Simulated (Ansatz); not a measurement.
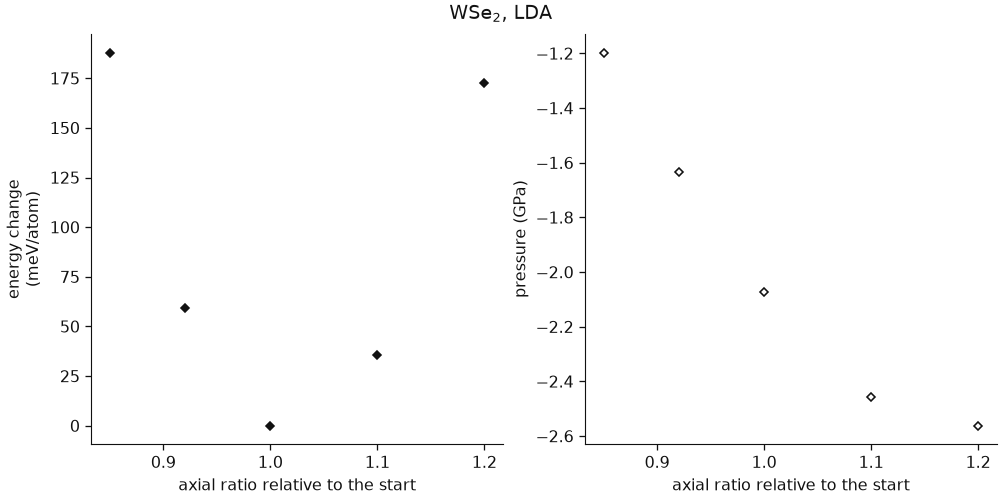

The figure shows the energy change and pressure against relative axial ratio for WSe₂, space group P-6m2 (No. 187).

Structure:
```xyz
3
Lattice="3.3179 0.0000 0.0000 -1.6590 2.8734 0.0000 0.0000 0.0000 16.6581" Properties=species:S:1:pos:R:3 pbc="T T T"
W     0.0000    0.0000    0.0000
Se    0.0000    1.9156    1.6623
Se    0.0000    1.9156   14.9959
```

Method: deformation of a crystal at fixed volume, lengths along the axis scaled against those across it, fractional coordinates fixed, by plane-wave density functional theory with PAW datasets, free energies less that of the undisturbed cell, pressure positive in compression; scalar-relativistic (Ansatz 0.2.0). Level: LDA, no spin polarisation.

wave cutoff 420 eV; k mesh 12×12×2; occupations Gaussian; smearing width 0.05 eV; k shift (0, 0, 0) (mesh steps); start as given; path axial; axis direction (0, 0, 1) (Cartesian unit vector).

At which relative axial ratio is the energy change least?

The lowest computed point is at relative axial ratio 1.00 (0 meV/atom).

What does the pressure do across the range?

It falls from −1.197 GPa at relative axial ratio 0.85 to −2.562 GPa at 1.20.

Keep in mind: gap closes along the scan on a mesh chosen for the insulator; reference crystal is not relaxed; shape and atomic fractions are frozen while scaling, which makes layered, chain and framework solids too stiff.
